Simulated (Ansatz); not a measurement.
System: zincblende BP, space group F-43m (No. 216), 2 atoms in the primitive cell, relaxed with r2SCAN; unstrained, cubic a = 4.537 Å. The cell is strained along z with the other two lengths held; symmetry fixes the atoms. Points keep the names of the unstrained cell; those that the strain makes unlike carry their directions on the cubic axes x, y, z. Method: PBE, Ansatz PAW set, no spin polarisation, no spin-orbit coupling, 10×10×10 k mesh, 420 eV cutoff, Fermi-Dirac smearing of 0.02 eV (Ansatz 0.2.0).

At 0 % the lowest conduction levels at the points plotted lie 1.33 eV (X [001]), 1.33 eV (X [100]/[010]) and 3.41 eV (Γ) above the valence top at Γ.

How does each level move from −4.25 % to +4.48 %?

X [001] rises by 0.94 eV, X [100]/[010] goes from 1.14 through a maximum of 1.33 eV near 0 % to 1.12 eV and Γ goes from 3.04 through a maximum of 3.41 eV near 0 % to 3.13 eV. Unstrained, the X points are equivalent. At +4.48 % the lowest conduction level is 1.12 eV at X [100]/[010] and 1.59 eV at X [001] above the valence top, a splitting of 0.47 eV, or 104 meV for each 1 % of strain on average.

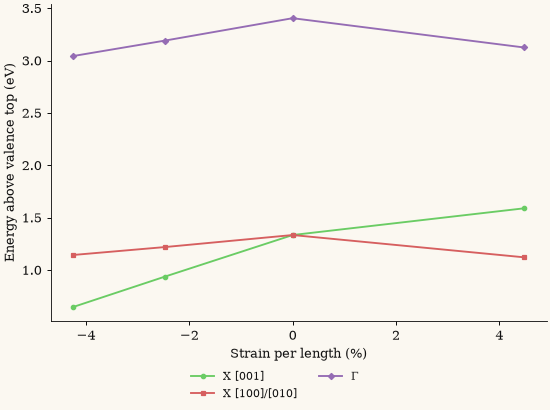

Lowest conduction level at each named k point, counted from the valence-band top at Γ.

```
 strain  X [001] (eV)  X [100]/[010] (eV)  Γ (eV)
−4.25 %          0.65                1.14    3.04
−2.47 %          0.94                1.22    3.19
    0 %          1.33                1.33    3.41
+4.48 %          1.59                1.12    3.13
```

The smallest gap over all k points computed is 0.52, 0.83, 1.24 and 0.98 eV in turn; it lies up to 0.14 eV under the lowest value plotted. The strain splits the threefold valence top at Γ, and levels count from its highest part. LDA, GGA and most meta-GGA functionals understate gaps.
